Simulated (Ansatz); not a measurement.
# Geometry relaxation, with input and output: Si (part 2 of 2)

The same run, continued: Si (8 atoms in the cell); DFT PBE, scalar-relativistic, plane waves, PAW, no spin polarisation (Ansatz 0.2.0); cutoff 420 eV, 8×8×8 k-mesh, Gaussian smearing of 0.1 eV. The structure was made by a generator, so it may or may not be a known phase.

Geometry of the input (Å; fractional positions):
```
5.6902  0.0000  0.0000
0.0000  4.5841  0.0000
0.0000  0.0000  5.0509
Si 0.4139  0.2500  0.0000
Si 0.5861  0.7500  0.5000
Si 0.5861  0.7500  0.0000
Si 0.4139  0.2500  0.5000
Si 0.9292  0.5199  0.2500
Si 0.0708  0.4801  0.7500
Si 0.0708  0.0199  0.2500
Si 0.9292  0.9801  0.7500
```

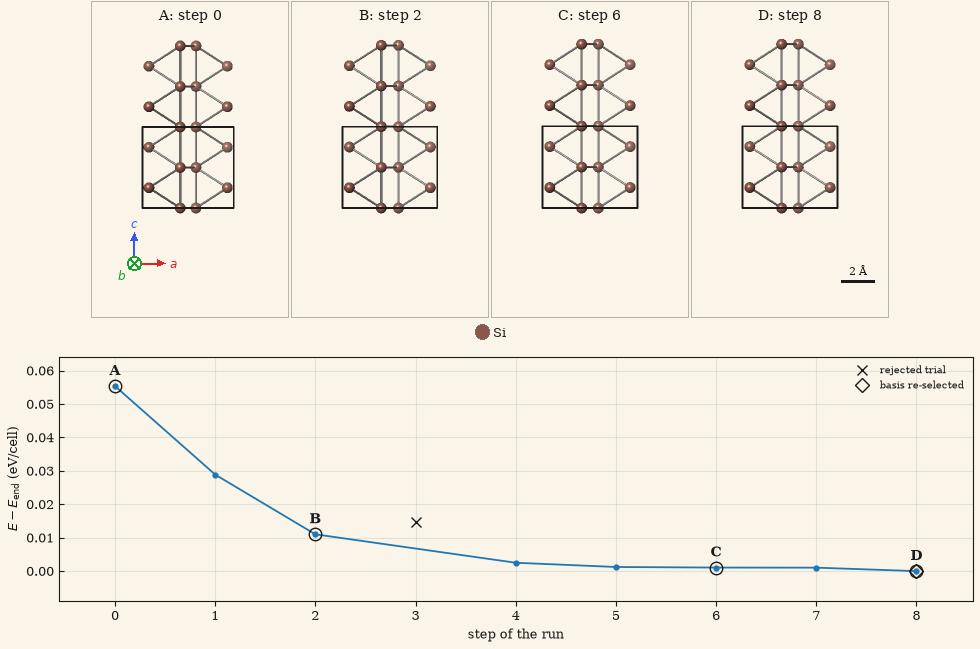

Figure 1. Frames of the relaxation (ball-and-stick view of the cell of the calculation, repeated 1 × 1 × 2, along the b axis) above the curves, on which the letters mark them (the first geometry is step 0 here and step 1 in the log).

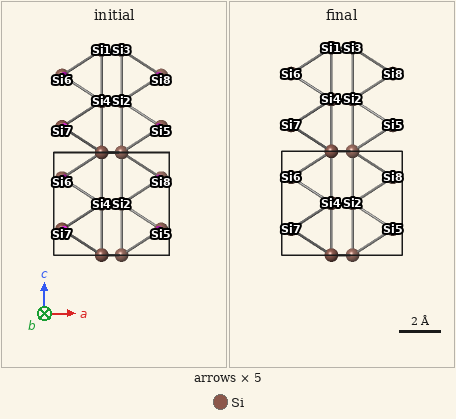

Figure 2. Before (left) and after (right) the relaxation, at one scale (ball-and-stick view of the cell of the calculation, repeated 1 × 1 × 2, along the b axis). The pink arrows give the displacements (without the part carried along by the change of the cell), magnified 5 times. After 7 geometry steps the energy has fallen by 54.3 meV per cell of the calculation. The largest force component goes from 0.063 to 0.00061 eV/Å. The pressure goes from 0.19 to 0.02 GPa. The line search rejected the trial step at point 3 (counted from 0) and went back. The largest moves relative to the cell, 0.14 Å, are those of Si5, Si6, Si7 and Si8. The volume changes by +2.6 %, with a 5.690 → 5.923 Å (+4.1 %), b 4.584 → 4.470 Å (−2.5 %), c 5.051 → 5.106 Å (+1.1 %). Among the contacts that change: Si1–Si6 2.553 → 2.520 Å, Si1–Si4 2.525 → 2.553 Å, Si1–Si3 2.493 → 2.466 Å, Si5–Si7 2.430 → 2.417 Å. Among the angles that change: Si2–Si8–Si6 82.2° → 88.4°, Si6–Si8–Si6 141.3° → 135.3°, Si3–Si1–Si7 85.5° → 90.6°. The space group stays Pbcm (No. 57). A last SCF at the same geometry on a re-selected plane-wave basis shifts the energy by −1.0 meV per cell of the calculation. (Atoms are counted from 1 in the order of the input.)

```
basis re-selected at this cell: Δ(F+E_penalty+E_count) = -1.036e-3 eV, ΔP = +0.011 GPa vs the last step (what re-selecting the basis moved, of the pressure what is left beyond the Pulay correction that the steps carried, after the strain that the cell walked since its last selection, with what the two solves' SCF thresholds leave and, on support functions, any second-order correction that the steps lacked; it is no measure of the basis error at this ecutwfc). The dense FFT grid was sized anew with the basis: this SCF ran on 40×30×36 points, the steps before it on 40×32×36, so part of this shift can come from that change (see relax.cell in the input reference). This SCF's stress stands 3.14e-2 GPa from its target on what of the cell is left free (relax.cell.stress_tol is 5.00e-2 GPa) and its largest allowed force component is 6.06e-4 eV/Å (relax.f_tol is 1.00e-2 eV/Å): within both
SCF converged after 5 iterations
Free energy (F): -5082.837339 eV
Harris-Foulkes:  -5082.837339 eV  (|F-HF|=1.82e-12)
Internal energy: -5082.821846 eV  (E = F + TS)
E sigma→0 (E₀):  -5082.829593 eV
Entropy (-TS):   -0.015493 eV (-1.937 meV/atom)
Fermi energy:    8.424299 eV
--- Per-component energies (eV) ---
  E_band       = 96.605196
  E_kinetic    = 322.986852
  E_local      = -96.769595  (includes V_loc(G=0)·N_el)
  E_nonlocal   = 204.803646
  E_hartree    = 29.638702
  E_xc         = -443.734182
  E_vxc        = -376.886024  (∫ρ·V_xc dr)
  E_paw        = -4098.977512  (= ΣΔE_a)
  E_vpaw       = -16.807162  (= ΣTr[D̂ρ^β])
  E_aug_tail   = 0.000055  (compensation charges beyond the density's cutoff)
  E_ewald      = -1000.769812
  E_smearing   = -0.015493  (= −TS)
  E_closure    = 0.000000  (closes the sum)
  Σ components = -5082.837339   (vs F -5082.837339, Δ=0.00e0)
--- Forces (eV/Å), atoms counted from 1 ---
  atom   1  Si    -0.00026464     0.00000000     0.00000000
  atom   2  Si     0.00026464     0.00000000     0.00000000
  atom   3  Si     0.00026464    -0.00000000    -0.00000000
  atom   4  Si    -0.00026464     0.00000000    -0.00000000
  atom   5  Si     0.00060584    -0.00005427     0.00000000
  atom   6  Si    -0.00060584     0.00005427    -0.00000000
  atom   7  Si    -0.00060584    -0.00005427     0.00000000
  atom   8  Si     0.00060584     0.00005427    -0.00000000
  max |Σ_I F_I| component: 3.47e-17 eV/Å
--- Stress (GPa, compression-positive) ---
        0.031409       0.000000       0.000000
        0.000000      -0.001114      -0.000000
        0.000000      -0.000000       0.014843
  P = ⅓ Tr σ = 0.0150 GPa (0.150 kbar)
--- Band table (eV; the first three rows and the last of 125) ---
  k-point 0: bands = ["-4.9016", "-1.5372", "-0.9468", "0.2491", "0.5921", "2.0606", "3.7801", "3.8706", "4.0087", "4.5192", "4.7522", "5.4194", "5.5077", "6.6187", "6.7659", "7.6552", "8.0138", "9.0960", "9.7165", "10.1509", "10.2866", "11.4374", "11.8213", "11.9152"]
  k-point 1: bands = ["-4.8159", "-1.4530", "-0.8653", "-0.7893", "1.5596", "2.0105", "2.9894", "3.6197", "3.8382", "5.2374", "5.4828", "5.5865", "5.8870", "6.3527", "6.6880", "7.6963", "7.7298", "8.8827", "9.2940", "10.1449", "10.8225", "10.9659", "11.2480", "12.1980"]
  k-point 2: bands = ["-4.5589", "-1.8566", "-1.2012", "-0.6219", "1.3359", "1.6614", "3.1686", "3.6692", "3.9818", "5.6173", "5.6510", "5.8414", "6.6299", "6.7179", "6.8880", "7.5581", "7.9554", "8.1999", "8.5135", "9.8631", "10.1147", "11.3167", "11.5097", "12.3513"]
  k-point 124: bands = ["-1.6653", "-1.6653", "-1.6653", "-1.6653", "0.2898", "0.2898", "0.2898", "0.2898", "6.4654", "6.4654", "6.4654", "6.4654", "8.2261", "8.2261", "8.2261", "8.2261", "9.3473", "9.3473", "9.3473", "9.3473", "10.9511", "10.9511", "10.9511", "10.9511"]
--- Relaxed structure (8 steps of the walk, 7 accepted, 1 SCFs on fresh bases) ---
  F+E_penalty+E_count = -5082.83733897 eV   max|allowed force component| = 6.058e-4 eV/Å   (the final SCF, on the basis selected at the relaxed cell)
  cell:  # Å, volume = 135.1859 Å³
    - [5.923274114963304, -2.4551972448195097e-32, -4.824231058707163e-32]
    - [-1.9779614536854177e-32, 4.470109647572007, 7.634237189663016e-33]
    - [-4.511690901726182e-32, 8.411619597065314e-33, 5.1056553204320885]
  atoms:
    - { symbol: Si, position: [0.4120728759814788, 0.24999999999999997, 1.3362684864181763e-33] }
    - { symbol: Si, position: [0.587927124018521, 0.75, 0.49999999999999994] }
    - { symbol: Si, position: [0.587927124018521, 0.75, -1.866653405125124e-33] }
    - { symbol: Si, position: [0.4120728759814788, 0.24999999999999997, 0.49999999999999994] }
    - { symbol: Si, position: [0.9223838142400518, 0.5504109089611535, 0.24999999999999997] }
    - { symbol: Si, position: [0.07761618575994815, 0.4495890910388463, 0.7499999999999999] }
    - { symbol: Si, position: [0.07761618575994815, 0.05041090896115374, 0.24999999999999997] }
    - { symbol: Si, position: [0.9223838142400518, 0.9495890910388461, 0.7499999999999999] }
```

## Trajectory as extended XYZ (Å, eV, eV/Å), 9 frames, from step=1 to step=9
```
8
Lattice="5.6902 0.0000 0.0000 0.0000 4.5841 0.0000 0.0000 0.0000 5.0509" Properties=species:S:1:pos:R:3:forces:R:3 step=1 energy=-5082.78196 pressure_GPa=0.19
Si    2.3550    1.1460    0.0000   -0.0431   0.0000   0.0000
Si    3.3351    3.4381    2.5255    0.0431   0.0000   0.0000
Si    3.3351    3.4381    0.0000    0.0431   0.0000   0.0000
Si    2.3550    1.1460    2.5255   -0.0431   0.0000   0.0000
Si    5.2873    2.3833    1.2627   -0.0017   0.0628   0.0000
Si    0.4029    2.2008    3.7882    0.0017  -0.0628   0.0000
Si    0.4029    0.0912    1.2627    0.0017   0.0628   0.0000
Si    5.2873    4.4929    3.7882   -0.0017  -0.0628   0.0000
8
Lattice="5.8122 0.0000 0.0000 0.0000 4.5493 0.0000 0.0000 0.0000 5.0483" Properties=species:S:1:pos:R:3:forces:R:3 step=2 energy=-5082.80845 pressure_GPa=-0.18
Si    2.3899    1.1373    0.0000   -0.0403   0.0000   0.0000
Si    3.4223    3.4120    2.5241    0.0403   0.0000   0.0000
Si    3.4223    3.4120    0.0000    0.0403   0.0000   0.0000
Si    2.3899    1.1373    2.5241   -0.0403   0.0000   0.0000
Si    5.3962    2.3920    1.2621   -0.0525   0.0678   0.0000
Si    0.4160    2.1573    3.7862    0.0525  -0.0678   0.0000
Si    0.4160    0.1173    1.2621    0.0525   0.0678   0.0000
Si    5.3962    4.4320    3.7862   -0.0525  -0.0678   0.0000
8
Lattice="5.9115 0.0000 0.0000 0.0000 4.5021 0.0000 0.0000 0.0000 5.0695" Properties=species:S:1:pos:R:3:forces:R:3 step=3 energy=-5082.82632 pressure_GPa=-0.25
Si    2.4187    1.1255    0.0000   -0.0099   0.0000   0.0000
Si    3.4929    3.3766    2.5347    0.0099   0.0000   0.0000
Si    3.4929    3.3766    0.0000    0.0099   0.0000   0.0000
Si    2.4187    1.1255    2.5347   -0.0099   0.0000   0.0000
Si    5.4805    2.4229    1.2674   -0.0832   0.0349   0.0000
Si    0.4311    2.0791    3.8021    0.0832  -0.0349   0.0000
Si    0.4311    0.1719    1.2674    0.0832   0.0349   0.0000
Si    5.4805    4.3302    3.8021   -0.0832  -0.0349   0.0000
8
Lattice="5.9391 0.0000 0.0000 0.0000 4.4709 0.0000 0.0000 0.0000 5.1874" Properties=species:S:1:pos:R:3:forces:R:3 step=4 energy=-5082.82278 pressure_GPa=-0.93 accepted=F
Si    2.4504    1.1177    0.0000    0.0414   0.0000   0.0000
Si    3.4887    3.3532    2.5937   -0.0414   0.0000   0.0000
Si    3.4887    3.3532    0.0000   -0.0414   0.0000   0.0000
Si    2.4504    1.1177    2.5937    0.0414   0.0000   0.0000
Si    5.4747    2.5341    1.2969   -0.0365   0.0009   0.0000
Si    0.4644    1.9368    3.8906    0.0365  -0.0009   0.0000
Si    0.4644    0.2987    1.2969    0.0365   0.0009   0.0000
Si    5.4747    4.1722    3.8906   -0.0365  -0.0009   0.0000
8
Lattice="5.9165 0.0000 0.0000 0.0000 4.4532 0.0000 0.0000 0.0000 5.1074" Properties=species:S:1:pos:R:3:forces:R:3 step=5 energy=-5082.83483 pressure_GPa=0.48
Si    2.4364    1.1133    0.0000    0.0183   0.0000   0.0000
Si    3.4801    3.3399    2.5537   -0.0183   0.0000   0.0000
Si    3.4801    3.3399    0.0000   -0.0183   0.0000   0.0000
Si    2.4364    1.1133    2.5537    0.0183   0.0000   0.0000
Si    5.4503    2.4500    1.2768    0.0281  -0.0119   0.0000
Si    0.4662    2.0032    3.8305   -0.0281   0.0119   0.0000
Si    0.4662    0.2234    1.2768   -0.0281  -0.0119   0.0000
Si    5.4503    4.2298    3.8305    0.0281   0.0119   0.0000
8
Lattice="5.9196 0.0000 0.0000 0.0000 4.4742 0.0000 0.0000 0.0000 5.1078" Properties=species:S:1:pos:R:3:forces:R:3 step=6 energy=-5082.83610 pressure_GPa=-0.15
Si    2.4374    1.1185    0.0000   -0.0014   0.0000   0.0000
Si    3.4822    3.3556    2.5539    0.0014   0.0000   0.0000
Si    3.4822    3.3556    0.0000    0.0014   0.0000   0.0000
Si    2.4374    1.1185    2.5539   -0.0014   0.0000   0.0000
Si    5.4608    2.4528    1.2769    0.0034   0.0059   0.0000
Si    0.4588    2.0213    3.8308   -0.0034  -0.0059   0.0000
Si    0.4588    0.2158    1.2769   -0.0034   0.0059   0.0000
Si    5.4608    4.2584    3.8308    0.0034  -0.0059   0.0000
8
Lattice="5.9256 0.0000 0.0000 0.0000 4.4681 0.0000 0.0000 0.0000 5.1058" Properties=species:S:1:pos:R:3:forces:R:3 step=7 energy=-5082.83628 pressure_GPa=0.04
Si    2.4411    1.1170    0.0000    0.0029   0.0000   0.0000
Si    3.4845    3.3511    2.5529   -0.0029   0.0000   0.0000
Si    3.4845    3.3511    0.0000   -0.0029   0.0000   0.0000
Si    2.4411    1.1170    2.5529    0.0029   0.0000   0.0000
Si    5.4660    2.4615    1.2765   -0.0037  -0.0020   0.0000
Si    0.4596    2.0066    3.8294    0.0037   0.0020   0.0000
Si    0.4596    0.2274    1.2765    0.0037  -0.0020   0.0000
Si    5.4660    4.2407    3.8294   -0.0037   0.0020   0.0000
8
Lattice="5.9233 0.0000 0.0000 0.0000 4.4701 0.0000 0.0000 0.0000 5.1057" Properties=species:S:1:pos:R:3:forces:R:3 step=8 energy=-5082.83630 pressure_GPa=0.00
Si    2.4408    1.1175    0.0000   -0.0002   0.0000   0.0000
Si    3.4825    3.3526    2.5528    0.0002   0.0000   0.0000
Si    3.4825    3.3526    0.0000    0.0002   0.0000   0.0000
Si    2.4408    1.1175    2.5528   -0.0002   0.0000   0.0000
Si    5.4635    2.4604    1.2764    0.0007   0.0001   0.0000
Si    0.4597    2.0097    3.8292   -0.0007  -0.0001   0.0000
Si    0.4597    0.2253    1.2764   -0.0007   0.0001   0.0000
Si    5.4635    4.2448    3.8292    0.0007  -0.0001   0.0000
8
Lattice="5.9233 0.0000 0.0000 0.0000 4.4701 0.0000 0.0000 0.0000 5.1057" Properties=species:S:1:pos:R:3:forces:R:3 step=9 energy=-5082.83734 pressure_GPa=0.02
Si    2.4408    1.1175    0.0000   -0.0003   0.0000   0.0000
Si    3.4825    3.3526    2.5528    0.0003   0.0000   0.0000
Si    3.4825    3.3526    0.0000    0.0003   0.0000   0.0000
Si    2.4408    1.1175    2.5528   -0.0003   0.0000   0.0000
Si    5.4635    2.4604    1.2764    0.0006  -0.0001   0.0000
Si    0.4597    2.0097    3.8292   -0.0006   0.0001   0.0000
Si    0.4597    0.2253    1.2764   -0.0006  -0.0001   0.0000
Si    5.4635    4.2448    3.8292    0.0006   0.0001   0.0000
```

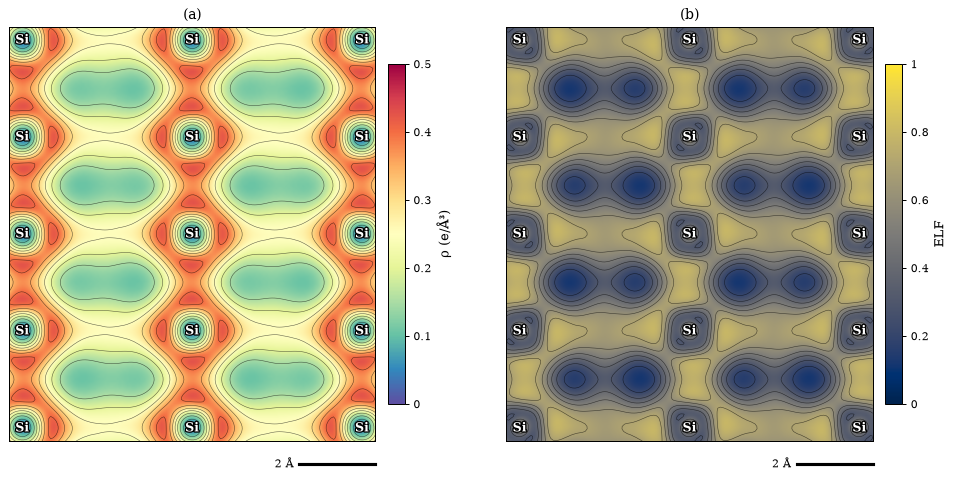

Figure 3. (a) valence pseudo-density; (b) electron localisation function on the (100) plane of the conventional cell. Atoms in the plane: Si. Away from the nuclei the density in this plane falls to 0.1 e/Å³ at its lowest. In a PAW calculation such maps are meaningful between the atoms, not at the nuclei.

## Summary

```json
{"quantity": "outcome", "value": "converged"}
{"quantity": "space group (tolerance 0.01 Å)", "value": "Pbcm (57)"}
{"quantity": "electrons treated", "value": "32"}
{"quantity": "free energy", "value": "−5082.8373 eV"}
{"quantity": "Fermi energy", "value": "8.424 eV"}
{"quantity": "gap on the k-point mesh", "value": "none (metallic)"}
{"quantity": "pressure", "value": "0.02 GPa"}
{"quantity": "final volume", "value": "135.19 Å³"}
{"quantity": "largest force (length of the vector) at the end", "value": "0.001 eV/Å"}
{"quantity": "final cell", "value": "a = 5.923 Å, b = 4.470 Å, c = 5.106 Å, α = 90.00°, β = 90.00°, γ = 90.00°"}
{"quantity": "wall time", "value": "3.1 min"}
{"quantity": "peak memory", "value": "0.59 GiB"}
```
